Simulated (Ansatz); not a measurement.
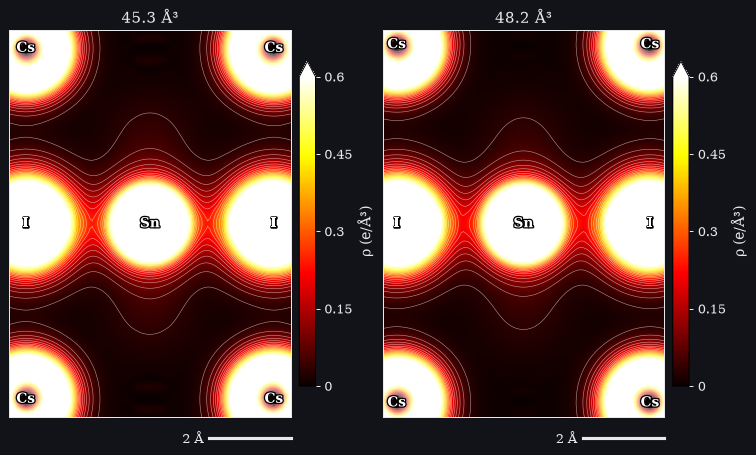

CsSnI3. The valence pseudo-density of cells scaled evenly to different volumes (given per atom above each panel), on the (110) plane of each (indices in the axes of the cell below), at one length scale and on one colour scale.

Computed with DFT r2SCAN, scalar-relativistic, plane waves, PAW (Ansatz).

The density is the valence pseudo-density of a PAW calculation; it isn't the true density close to the nuclei.

The largest cell:

```cif
data_structure
_symmetry_space_group_name_H-M 'P 1'
_symmetry_Int_Tables_number 1
_cell_length_a 6.2244
_cell_length_b 6.2244
_cell_length_c 6.2244
_cell_angle_alpha 90.000
_cell_angle_beta 90.000
_cell_angle_gamma 90.000
_cell_volume 241.15
loop_
_atom_site_label
_atom_site_type_symbol
_atom_site_fract_x
_atom_site_fract_y
_atom_site_fract_z
_atom_site_occupancy
Cs1 Cs 0.00000 0.00000 0.00000 1
Sn1 Sn 0.50000 0.50000 0.50000 1
I1 I 0.00000 0.50000 0.50000 1
I2 I 0.50000 0.00000 0.50000 1
I3 I 0.50000 0.50000 0.00000 1
```

| volume (Å³/atom) | Sn–I contact in the plane (Å) | ρ at its midpoint (e/Å³) | pressure (GPa) | 
| --- | --- | --- | --- |
| 45.34 | 3.049 | 0.256 | 1.3 | 
| 46.78 | 3.081 | ? | ? | 
| 48.23 | 3.112 | 0.226 | 0.0 | 

Estimate the missing row, and compare with the calculation.

Answer. Over the known rows ln ρ falls by 1.98 per Å of Sn–I distance (the line through the two), which gives 0.240 e/Å³ at 3.081 Å; the calculation gives 0.243 e/Å³. For the pressure, a straight line in volume between the neighbouring rows gives 0.7 GPa; the calculation gives 0.6.
